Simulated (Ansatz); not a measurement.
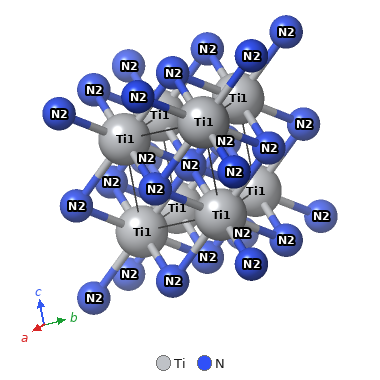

The system is TiN (Fm-3m, No. 225; 2 atoms in the cell); the picture shows the reference structure. The energy is mapped over volume and a fixed ferromagnetic moment. First axis: volume per atom. Second axis: total spin moment of the cell, held fixed. Nothing is relaxed (shape and fractional coordinates fixed). The scan uses a 7 × 9 grid. Points are written as (first, second). Energies: meV/atom, counted from the lowest grid point. The moment is held fixed and parallel; antiferromagnetic orders weren't tried. These are results of Ansatz, DFT PBEsol, scalar-relativistic, plane waves, PAW, not measurements. Settings: cutoff 520 eV, k-mesh 20×20×20, gaussian smearing 0.15 eV.

Its coordinates:

```yaml
crystal:
  lattice:
    - [0.00000, 2.10195, 2.10195]
    - [2.10195, 0.00000, 2.10195]
    - [2.10195, 2.10195, 0.00000]
  atoms:
    - { symbol: Ti, position: [0.00000, 0.00000, 0.00000] }
    - { symbol: N, position: [0.50000, 0.50000, 0.50000] }
```

Range: volume per atom from 8.172 to 10.401 Å³; total spin moment of the cell, held fixed from 0.000 to 1.000 μB.

Q: Predict the map.

A: The lowest grid point is at (9.287 Å³, 0.000 μB). It lies on the edge of the map, which is a mirror line here (the non-magnetic state). The highest grid point, (8.172 Å³, 1.000 μB), lies 490 meV/atom above the lowest.

| second ↓, first → | 8.172 | 8.544 | 8.915 | 9.287 | 9.658 | 10.030 | 10.401 |
| --- | --- | --- | --- | --- | --- | --- | --- |
| 1.000 | 490 | 374 | 303 | 267 | 260 | 278 | 314 |
| 0.875 | 396 | 286 | 220 | 189 | 187 | 209 | 251 |
| 0.750 | 325 | 220 | 159 | 132 | 135 | 161 | 205 |
| 0.625 | 271 | 169 | 112 | 89 | 95 | 124 | 171 |
| 0.500 | 228 | 130 | 76 | 56 | 64 | 95 | 145 |
| 0.375 | 197 | 101 | 49 | 31 | 42 | 75 | 127 |
| 0.250 | 175 | 81 | 30 | 14 | 26 | 61 | 114 |
| 0.125 | 162 | 69 | 19 | 4 | 16 | 52 | 106 |
| 0.000 | 157 | 64 | 15 | 0 | 13 | 49 | 103 |

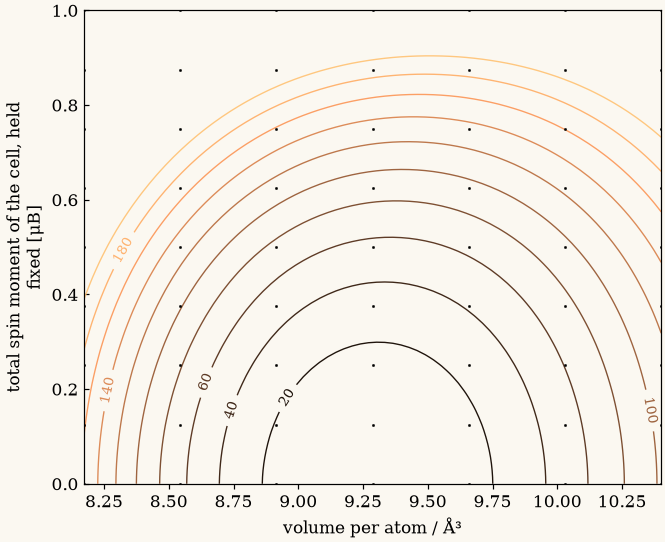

In the figure: contour lines labelled in meV/atom (none above 200), dots at the grid points. Between grid points the surface is interpolated.

Time for the 63 points that were run: 15 min on 2 threads of Arm Neoverse N1, with other jobs on the host.

PAW datasets: the set soft_1.
